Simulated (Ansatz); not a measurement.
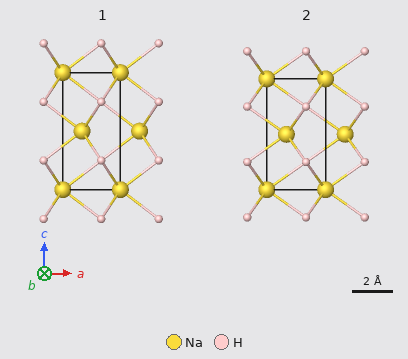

Two geometries of crystalline NaH (a generated structure, set up in P6_3/mmc), drawn at one scale. One is the start of a relaxation, the other its converged end. The picture is a ball-and-stick view of the cell of the calculation, seen along the b axis.

Level of theory: DFT PBE, scalar-relativistic, plane waves, PAW in Ansatz 0.2.0. (plane-wave cutoff 420 eV; k-point mesh 9 × 9 × 6; occupations gaussian; smearing width 0.02 eV; no spin polarisation; cell and atoms relaxed; force threshold 0.01 eV/Å; at most 45 steps)

Q: Which one is relaxed?

A: Structure 1 is the relaxed one. Case: stacking AB. Over 3 accepted moves (5 points after the start) the energy falls by 52.0 meV per cell of the calculation. All forces vanish by symmetry, so only the cell relaxes. The pressure goes from 0.54 to 0.00 GPa. The SCF was repeated twice at an unchanged geometry on a basis and grid sized afresh for the cell, which shifted the energy by 0.7 meV per cell of the calculation at most. The atoms keep their places relative to the cell (all moves are under 0.005 Å). Cell: a = b 3.415 → 3.346 Å (−2.0 %), c 5.577 → 5.895 Å (+5.7 %). Volume +1.5 %. Some distances before and after: H–Na 2.415 → 2.430 Å. Bond angles that change, for instance: H–Na–H 70.5° → 74.7°, Na–H–Na 90.0° → 87.0°, Na–H–Na 90.0° → 93.0°. The space group stays P6_3/mmc (No. 194). Cost: 11 s on 1 thread of Arm Neoverse V1, on a shared host, peak memory 0.31 GiB.
